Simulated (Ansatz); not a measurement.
# The false plateau in GW convergence: MgO (Fm-3m), part 2 of 2

Wanted: the G0W0 gap of MgO (Fm-3m) over a grid of bands and cutoffs.

Ansatz 0.2.0; G0W0 on PBE, plane waves, PAW; PAW set soft_1. Known limits of the many-body steps: not at the basis limit.

So far. Step 7 (76 empty bands, screening to 150 eV): The G0W0 gap on the mesh is 7.297 eV.

**8. 136 empty bands, screening to 220 eV**

Contents of input.yaml:

```yaml
crystal:
  lattice:
    - [0.0, 2.0970013927, 2.0970013927]
    - [2.0970013927, 0.0, 2.0970013927]
    - [2.0970013927, 2.0970013927, 0.0]
  atoms:
    - { symbol: Mg, position: [0.0, 0.0, 0.0] }
    - { symbol: O, position: [0.5, 0.5, 0.5] }
kpoints:
  mp_grid: { grid: [8, 8, 8] }
hamiltonian:
  xc: pbe
  pseudopotentials: { kind: paw, azcp: { folder: soft_1 } }
scf:
  occupations: { method: fixed }
gw:
  n_empty_bands: 136
  ecut_chi: 220
  qp_bands: [v2, c2]
  qp_kpoints: band_edges
  screening: { model: contour_deformation }
```

On the command line:

```console
$ ansatz run input.yaml --threads 2 --pin off --max-ram 73728MiB --backend cuda --events-out ev --progress --plain --runs-dir out --devices 1 --max-vram 13GiB
```

Numbers of over 12 decimals in the logs are rounded to 6 here.

The log of the run:

```text
GPUs: using 1 of 1 available (devices: 1).
[...]
GPU FFT provider: cuFFT
GPU libraries: cuBLAS 13.8.2, cuFFT 12.4.0, cuSOLVER 12.3.4
Crystal: 2 atoms, lattice volume = 18.443 Å³
Basis set: ecut = 420 eV, 339 PW (Γ)
Bands: 12, of which v1, the nominal top of the filled ones, is band 8 counted from 1 (7 counted from 0)
Symmetry: 48 space group operations
[...]
k-points: 29 of 512
[...]
1    10     22.4176    -4.1056    -4.8817    -9.9607  0.8344    23.4011    23.3909  root
[...]
28     7      5.2471   -23.9138     4.4497   -17.5720  0.7794     3.3076     3.3550  root
    28     8      6.4310   -24.7719     4.2531   -18.7527  0.7844     4.6299     4.6650  root
    28     9     19.9654    -7.8928    -4.7862   -13.9897  0.8202    21.2925    21.2761  root
    28    10     19.9654    -7.8928    -4.7862   -13.9897  0.8202    21.2925    21.2761  root
[key lines of the parts left out:]
SCF converged after 6 iterations
Free energy (F): -2494.122640 eV
Fermi energy:    8.216166 eV
```

It took 27 s on 1 × NVIDIA H100 80GB HBM3 (shared by 6 runs) with 2 threads of AMD EPYC 7R13 (Zen 3), shared host; peak memory 1.1 GiB.

The G0W0 gap on the mesh is 7.407 eV.

**9. 41 empty bands, screening to 300 eV**

input.yaml: that of step 8 with these lines changed.

```diff
@@ -16,4 +16,4 @@
 gw:
-  n_empty_bands: 136
-  ecut_chi: 220
+  n_empty_bands: 41
+  ecut_chi: 300
   qp_bands: [v2, c2]
```

The log of the run:

```text
GPUs: using 1 of 1 available (devices: 1).
[...]
GPU FFT provider: cuFFT
GPU libraries: cuBLAS 13.8.2, cuFFT 12.4.0, cuSOLVER 12.3.4
Crystal: 2 atoms, lattice volume = 18.443 Å³
Basis set: ecut = 420 eV, 339 PW (Γ)
Bands: 12, of which v1, the nominal top of the filled ones, is band 8 counted from 1 (7 counted from 0)
Symmetry: 48 space group operations
[...]
k-points: 29 of 512
[...]
1    10     22.4176    -4.1056    -4.6906    -9.9607  0.8350    23.5965    23.5821  root
[...]
28     7      5.2471   -23.9138     4.7122   -17.5720  0.7791     3.5832     3.6174  root
    28     8      6.4310   -24.7719     4.5541   -18.7527  0.7841     4.9424     4.9660  root
    28     9     19.9654    -7.8928    -4.5357   -13.9897  0.8206    21.5505    21.5265  root
    28    10     19.9654    -7.8928    -4.5357   -13.9897  0.8206    21.5505    21.5265  root
[key lines of the parts left out:]
SCF converged after 6 iterations
Free energy (F): -2494.122640 eV
Fermi energy:    8.216166 eV
```

The job ended after 10 s (1 × NVIDIA H100 80GB HBM3 (shared by 6 runs) with 2 threads; peak memory 1.3 GiB).

The G0W0 gap on the mesh is 7.284 eV.

**10. 217 empty bands, screening to 300 eV**

input.yaml: that of step 9 with these lines changed.

```diff
@@ -16,3 +16,3 @@
 gw:
-  n_empty_bands: 41
+  n_empty_bands: 217
   ecut_chi: 300
```

The log of the run:

```text
GPUs: using 1 of 1 available (devices: 1).
[...]
GPU FFT provider: cuFFT
GPU libraries: cuBLAS 13.8.2, cuFFT 12.4.0, cuSOLVER 12.3.4
Crystal: 2 atoms, lattice volume = 18.443 Å³
Basis set: ecut = 420 eV, 339 PW (Γ)
Bands: 12, of which v1, the nominal top of the filled ones, is band 8 counted from 1 (7 counted from 0)
Symmetry: 48 space group operations
[...]
k-points: 29 of 512
[...]
1    10     22.4176    -4.1056    -4.9041    -9.9607  0.8345    23.3783    23.3685  root
[...]
28     7      5.2471   -23.9138     4.3864   -17.5720  0.7785     3.2405     3.2916  root
    28     8      6.4310   -24.7719     4.1746   -18.7527  0.7834     4.5477     4.5864  root
    28     9     19.9654    -7.8928    -4.8362   -13.9897  0.8199    21.2411    21.2260  root
    28    10     19.9654    -7.8928    -4.8362   -13.9897  0.8199    21.2411    21.2260  root
[key lines of the parts left out:]
SCF converged after 6 iterations
Free energy (F): -2494.122640 eV
Fermi energy:    8.216166 eV
```

It took 27 s on 1 × NVIDIA H100 80GB HBM3 (shared by 6 runs) with 2 threads; peak memory 1.4 GiB.

The G0W0 gap on the mesh is 7.445 eV.

**11. The grid**

Start PBE, 8×8×8 mesh. Times are wall times on 1 × NVIDIA H100 80GB HBM3 (shared by 6 runs) with 2 threads of AMD EPYC 7R13 (Zen 3), shared host, good to a factor of about two.

```
cutoff (eV)  plane waves at q = 0  bands summed  gap (eV)  Σc valence (eV)  Σc conduction (eV)   time
         50                    15            22     7.044             4.65               -3.44   13 s
         50                    15            84     6.870             4.42               -3.84   12 s
        100                    51            49     7.134             4.39               -3.61  9.1 s
        100                    51           225     7.143             4.21               -3.78   15 s
        150                    65            22     7.225             4.74               -3.17   13 s
        150                    65            84     7.297             4.18               -3.66   15 s
        220                   137           144     7.407             4.00               -3.73   27 s
        300                   229            49     7.284             4.35               -3.50   10 s
        300                   229           225     7.445             3.90               -3.79   27 s
```

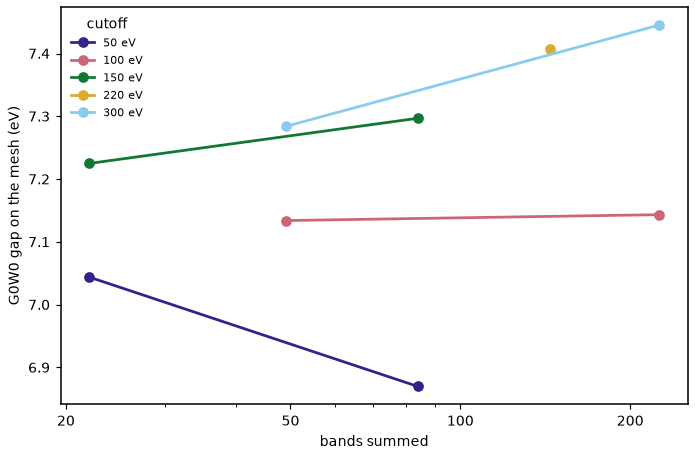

The gap against bands, one line for each screening cutoff.

**12. What came out**

```yaml
22_bands_50_ev: 7.044 eV
84_bands_50_ev: 6.870 eV
49_bands_100_ev: 7.134 eV
225_bands_100_ev: 7.143 eV
22_bands_150_ev: 7.225 eV
84_bands_150_ev: 7.297 eV
144_bands_220_ev: 7.407 eV
49_bands_300_ev: 7.284 eV
225_bands_300_ev: 7.445 eV
estimated_limit_along_the_diagonal: 7.51 eV
mesh_and_start: 8×8×8, PBE
```

At 50 eV, going from 22 to 84 bands moves the gap by −0.17 eV. At 100 eV, going from 49 to 225 bands moves the gap by +0.01 eV. At 150 eV, going from 22 to 84 bands moves the gap by +0.07 eV. At 300 eV, going from 49 to 225 bands moves the gap by +0.16 eV. At 22 bands, raising the cutoff from 50 to 150 eV moves it by +0.18 eV. At 84 bands, raising the cutoff from 50 to 150 eV moves it by +0.43 eV. At 49 bands, raising the cutoff from 100 to 300 eV moves it by +0.15 eV. At 225 bands, raising the cutoff from 100 to 300 eV moves it by +0.30 eV. Along the diagonal, where both rise together, the two highest rungs point to 7.51 eV. Gaps are over the mesh's points; an edge off the mesh would be missed. A low cutoff hides what high bands add, so a band series at one cutoff can look settled before the gap is.

[Paths, hosts, dates, memory and timing lines, banners, echoed tables and standing remarks are left out of the program output.]

[Logs are printed without paths, hosts, clocks, repeated set-up lines and the standing remarks that a program may print on its own settings, such as how far it seeks lower states.]

[Runs of the session that timed out or met a known fault of the program may be left out.]

[Cells called generated may have been cut or substituted from an entry of the Crystallography Open Database or the Materials Project.]

[Hosts, paths, dates, database ids (printed as entryN), source tags and the programs' standing remarks are cut or masked in the printed files.]
